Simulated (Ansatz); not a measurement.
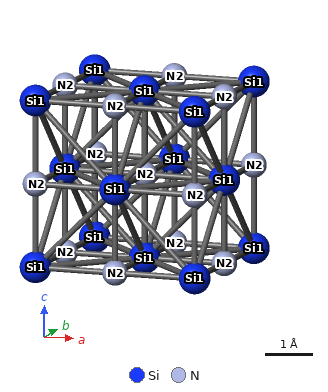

A crystal of SiN (a generated structure, set up in Fm-3m) (coarse preliminary run), before the relaxation. The picture is a ball-and-stick view of the conventional cell (4 times the calculation's cell), seen slightly off an axis. Lengths and directions refer to the drawn axes.

Level of theory: DFT PBE, scalar-relativistic, plane waves, PAW in Ansatz.

The input:
```yaml
crystal:
  lattice:
    - [0.0, 1.8088130244, 1.8088130244]
    - [1.8088130244, 0.0, 1.8088130244]
    - [1.8088130244, 1.8088130244, 0.0]
  atoms:
    - { symbol: Si, position: [0.0, 0.0, 0.0] }
    - { symbol: "N", position: [0.5, 0.5, 0.5] }
basis:
  ecutwfc: 420
kpoints:
  mp_grid: { grid: [10, 10, 10] }
hamiltonian:
  xc: pbe
scf:
  occupations: { method: gaussian, width: 0.1 }
output:
  forces: true
  stress: true
  eigenvalues: true
relax:
  adjacent_minimum: "off"
  f_tol: 0.05
  max_steps: 80
  cell: { stress_tol: 0.5 }
```

Run as
```bash
ansatz run input.yaml --threads 2 --pin off --max-ram 7168MiB --backend cpu --events-out ev --progress --plain --runs-dir out
```

> Predict the outcome.

The atoms keep their places relative to the cell (all moves are under 0.005 Å). Cell: a = b = c 3.618 → 4.257 Å (+17.7 %). Volume +62.9 %. Near-neighbour distances that change, for instance: Si1–Si1 2.558 → 3.010 Å, Si1–N2 1.809 → 2.128 Å. The space group stays Fm-3m (No. 225). After 7 accepted moves (9 points after the start) the energy has fallen by 1673 meV per atom. All forces vanish by symmetry, so only the cell relaxes. Pressure: 202.75 GPa at the start and 0.05 GPa at the end. The SCF was repeated twice at an unchanged geometry on a basis and grid sized afresh for the cell, which shifted the energy by 102 meV per atom at most.

Final geometry:

```
CELL_PARAMETERS angstrom
0.00000 2.12847 2.12847
2.12847 0.00000 2.12847
2.12847 2.12847 0.00000
ATOMIC_POSITIONS crystal
Si 0.00000 0.00000 0.00000
N 0.50000 0.50000 0.50000
```

The end point in the same view:

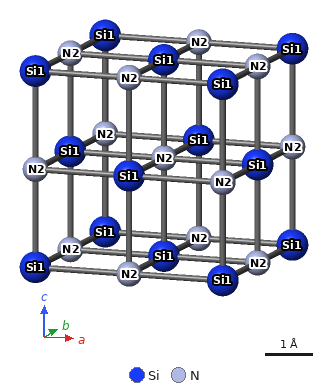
